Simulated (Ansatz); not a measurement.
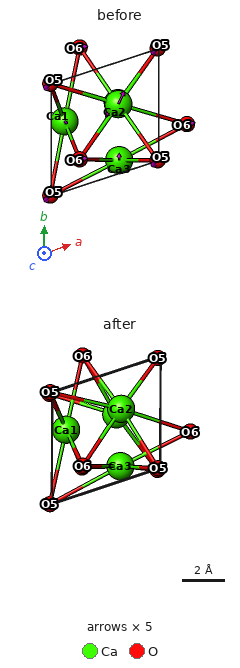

The structure of a crystal of Ca$_{2}$O (built on the cubic Laves (C15)_227 type) (coarse preliminary run) before (top) and after (bottom) a relaxation, at one scale. The purple arrows give the displacements (the part carried along by the change of the cell is left out), 5 times their true length.

Style: ball-and-stick. Shown: the cell of the calculation, reduced to other axes, along the c axis. Lengths and directions refer to the drawn axes.

Method: DFT PBE, scalar-relativistic, plane waves, PAW in Ansatz. (plane-wave cutoff 420 eV; k-point mesh 6 × 6 × 6; occupations gaussian; smearing width 0.1 eV; no spin polarisation; cell and atoms relaxed; force threshold 0.015 eV/Å; at most 120 steps)

Describe what moved and what it gained.

The run was cut off at its time limit before the relaxation converged, so the last structure is only a point on the way. The atom that moves furthest relative to the cell is a Ca atom (0.19 Å roughly along [−2 −1 2]). By element the largest moves are Ca 0.19 Å, O 0.16 Å. Cell: a 6.098 → 6.176 Å (+1.3 %), b 6.112 → 6.149 Å (+0.6 %), c 6.147 → 6.155 Å (+0.1 %), α 61.5° → 60.2°, β 62.8° → 62.0°, γ 62.5° → 61.9°. Volume +0.1 %. Some distances before and after: Ca–Ca 3.266 → 3.015 Å, Ca–Ca 3.251 → 3.060 Å, Ca–O 3.615 → 3.427 Å, Ca–O 3.509 → 3.324 Å. The space group stays P1 (No. 1). The energy falls by 45.2 meV per atom in 1 geometry step. The largest force component goes from 0.89 to 0.9 eV/Å. Pressure: 0.22 GPa at the start and 0.13 GPa at the end. The run took 2.3 min on 1 thread of Intel(R) Xeon(R) Platinum 8488C (Sapphire Rapids) (shared host), peak memory 0.73 GiB.
